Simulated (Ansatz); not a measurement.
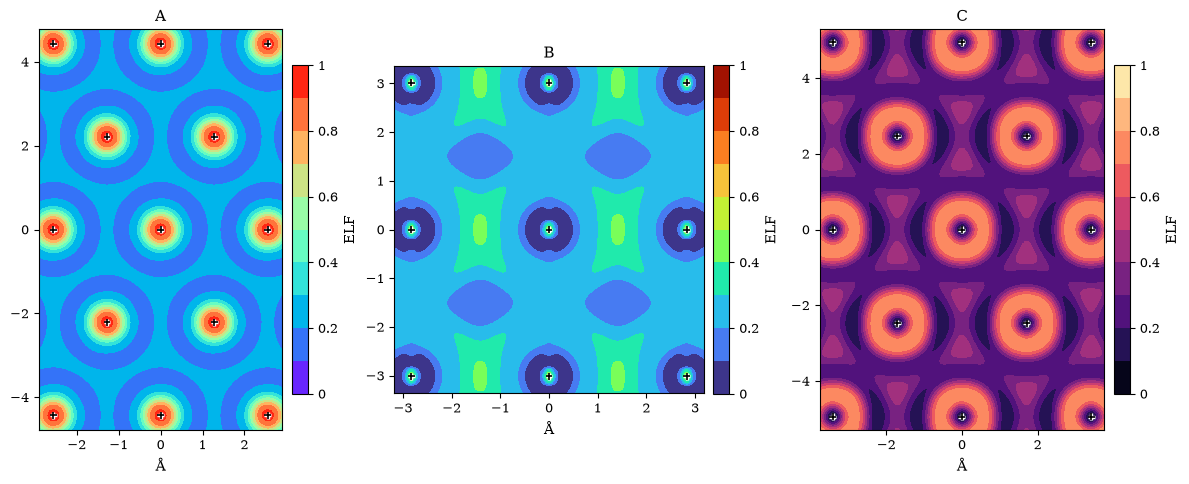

The ELF of 3 systems, each on a plane through atoms (crosses mark nuclei in the plane).

Computed with DFT PBEsol, scalar-relativistic, plane waves, PAW in Ansatz 0.2.0.

System 1: Cu, the (100) plane of the calculation cell. Space group Fm-3m; computed pressure about −6 GPa in this cell; computed without spin polarisation.

```xyz
8
Lattice="3.6150 0.0000 3.6150 0.0000 -3.6150 3.6150 3.6150 -3.6150 0.0000" Properties=species:S:1:pos:R:3 pbc="T T T"
Cu    1.8075   -1.8075    0.0000
Cu    1.8075   -3.6150    1.8075
Cu    3.6150   -1.8075    1.8075
Cu    3.6150   -3.6150    3.6150
Cu    0.0000    0.0000    0.0000
Cu    0.0000   -1.8075    1.8075
Cu    1.8075    0.0000    1.8075
Cu    1.8075   -1.8075    3.6150
```

System 2: Ga, the (010) plane of the conventional cell. Space group Cmcm; changed on purpose from its base cell (strain -0.025 along x and y, -0.050 along z, atoms carried along); computed pressure about 5 GPa in this cell.

```
Ga
1.0
     2.82750    0.00000    0.00000
     0.00000    7.92675    0.00000
     0.00000    0.00000    3.01150
Ga
4
Direct
  0.00000 0.13300 0.25000
  0.50000 0.63300 0.25000
  0.00000 0.86700 0.75000
  0.50000 0.36700 0.75000
```

System 3: Nb, the (11̄0) plane of the conventional cell. Space group I4/mmm; changed on purpose from its base cell (strain +0.050 along x and y, +0.025 along z, atoms carried along); computed pressure about −23 GPa in this cell; computed without spin polarisation.

```xyz
2
Lattice="3.4943 0.0000 0.0000 0.0000 3.4943 0.0000 0.0000 0.0000 3.4111" Properties=species:S:1:pos:R:3 pbc="T T T"
Nb    0.0000    0.0000    0.0000
Nb    1.7471    1.7471    1.7055
```

Match each panel to its system.

Answer. Panel A is system 1, Cu: the plane holds Cu. Cu–Cu (2.56 Å): the ELF is about 0.20 at the midpoint (no localised pair shows between them). Panel B is system 2, Ga: the plane holds Ga. Ga–Ga (2.83 Å): the ELF is about 0.40 at the midpoint. Panel C is system 3, Nb: the plane holds Nb. Nb–Nb (3.00 Å): the ELF is about 0.25 at the midpoint: no shared electron pair shows on this line.
